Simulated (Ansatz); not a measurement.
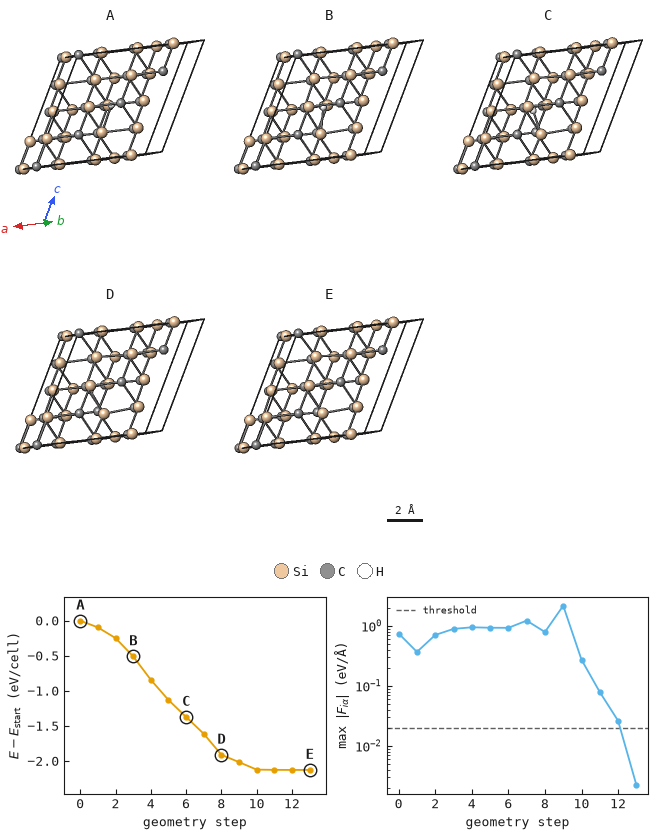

Frames of a relaxation of a defect cell of composition Si₁₆HC₁₆ (cell charge +1), marked on the history of the run. The picture is a ball-and-stick view of the cell of the calculation (origin shifted), seen from a free direction.

Case: H interstitial, charge +1, atoms relaxed.

The calculation used DFT PBE, scalar-relativistic, plane waves, PAW in Ansatz.

Input file:
```yaml
crystal:
  lattice:
    - [-4.3797259407, -4.3797259407, 4.3797259407]
    - [4.3797259407, -4.3797259407, -4.3797259407]
    - [4.3797259407, 4.3797259407, 4.3797259407]
  atoms:
    - { symbol: Si, position: [0.25, 0.75, 0.25] }
    - { symbol: Si, position: [0.0, 0.75, 0.5] }
    - { symbol: Si, position: [0.5, 0.5, 0.25] }
    - { symbol: Si, position: [0.25, 0.5, 0.5] }
    - { symbol: Si, position: [0.0, 0.5, 0.75] }
    - { symbol: Si, position: [0.75, 0.75, 0.75] }
    - { symbol: Si, position: [0.5, 0.75, 0.0] }
    - { symbol: Si, position: [0.0, 0.0, 0.25] }
    - { symbol: Si, position: [0.75, 0.25, 0.25] }
    - { symbol: Si, position: [0.5, 0.25, 0.5] }
    - { symbol: Si, position: [0.25, 0.25, 0.75] }
    - { symbol: Si, position: [0.0, 0.25, 0.0] }
    - { symbol: Si, position: [0.75, 0.5, 0.0] }
    - { symbol: Si, position: [0.75, 0.0, 0.5] }
    - { symbol: Si, position: [0.5, 0.0, 0.75] }
    - { symbol: Si, position: [0.25, 0.0, 0.0] }
    - { symbol: C, position: [0.25, 0.5, 0.25] }
    - { symbol: C, position: [0.0, 0.5, 0.5] }
    - { symbol: C, position: [0.5, 0.25, 0.25] }
    - { symbol: C, position: [0.25, 0.25, 0.5] }
    - { symbol: C, position: [0.0, 0.25, 0.75] }
    - { symbol: C, position: [0.75, 0.5, 0.75] }
    - { symbol: C, position: [0.5, 0.5, 0.0] }
    - { symbol: C, position: [1.0, 0.75, 0.25] }
    - { symbol: C, position: [0.75, 0.0, 0.25] }
    - { symbol: C, position: [0.5, 0.0, 0.5] }
    - { symbol: C, position: [0.25, 0.0, 0.75] }
    - { symbol: C, position: [0.0, 0.0, 0.0] }
    - { symbol: C, position: [0.75, 0.25, 0.0] }
    - { symbol: C, position: [0.75, 0.75, 0.5] }
    - { symbol: C, position: [0.5, 0.75, 0.75] }
    - { symbol: C, position: [0.25, 0.75, 0.0] }
    - { symbol: H, position: [0.0074208508, 0.0001615911, 0.495988988] }
total_charge: 1
basis:
  ecutwfc: 420
  xc_grid: 2
kpoints:
  mp_grid: { grid: [2, 2, 2], shift: [0.5, 0.5, 0.5] }
hamiltonian:
  xc: pbe
scf:
  occupations: { method: gaussian, width: 0.02 }
output:
  forces: true
  stress: false
  eigenvalues: true
relax:
  adjacent_minimum: "off"
  f_tol: 0.02
  max_steps: 60
```

Run as
```bash
ansatz run input.yaml --threads 4 --pin off --max-ram 10240MiB --backend cpu --events-out ev --progress --plain --runs-dir out
```

Describe the path.

Answer. Over 13 geometry steps the energy falls by 2.127 eV per cell of the calculation. Largest force component: 0.74 eV/Å at the start, 0.0022 eV/Å at the end. The atom that moves furthest is H33 (1.50 Å along [3 1 0]). By element the largest moves are H 1.50 Å, Si 0.15 Å, C 0.06 Å. The lattice vectors keep their values. Near-neighbour distances that change, for instance: Si14–H33 1.963 → 3.428 Å, C20–H33 2.140 → 1.122 Å, Si2–H33 1.890 → 2.572 Å, Si11–C20 1.896 → 2.003 Å. Among the angles between lasting bonds that change: C20–Si11–C27 109.5° → 103.0°, C21–Si11–C23 109.5° → 114.1°, C20–Si10–C26 109.5° → 104.9°. From step 0 to 3: H33 moves most (0.43 Å), energy −0.509 eV per cell of the calculation. From step 3 to 6: H33 moves most (0.57 Å), energy −0.863 eV per cell of the calculation. From step 6 to 8: H33 moves most (0.38 Å), energy −0.539 eV per cell of the calculation. From step 8 to 13: H33 moves most (0.33 Å), energy −0.216 eV per cell of the calculation.

| step | E − E(0), meV/atom | largest force component, eV/Å |
| --- | --- | --- |
| 0 | 0.00 | 0.7442 |
| 1 | -2.92 | 0.3671 |
| 2 | -7.52 | 0.7032 |
| 3 | -15.42 | 0.8878 |
| 4 | -25.52 | 0.9448 |
| 5 | -34.24 | 0.9285 |
| 6 | -41.57 | 0.9250 |
| 7 | -48.82 | 1.2204 |
| 8 | -57.90 | 0.7883 |
| 9 | -61.08 | 2.1624 |
| 10 | -64.30 | 0.2720 |
| 11 | -64.41 | 0.0786 |
| 12 | -64.45 | 0.0262 |
| 13 | -64.45 | 0.0022 |

Limits of the set-up: the periodic images lie only 7.6 Å apart, so the values are limited by the cell's size; the cell is charged, on a uniform background, and energies carry no finite-size correction.
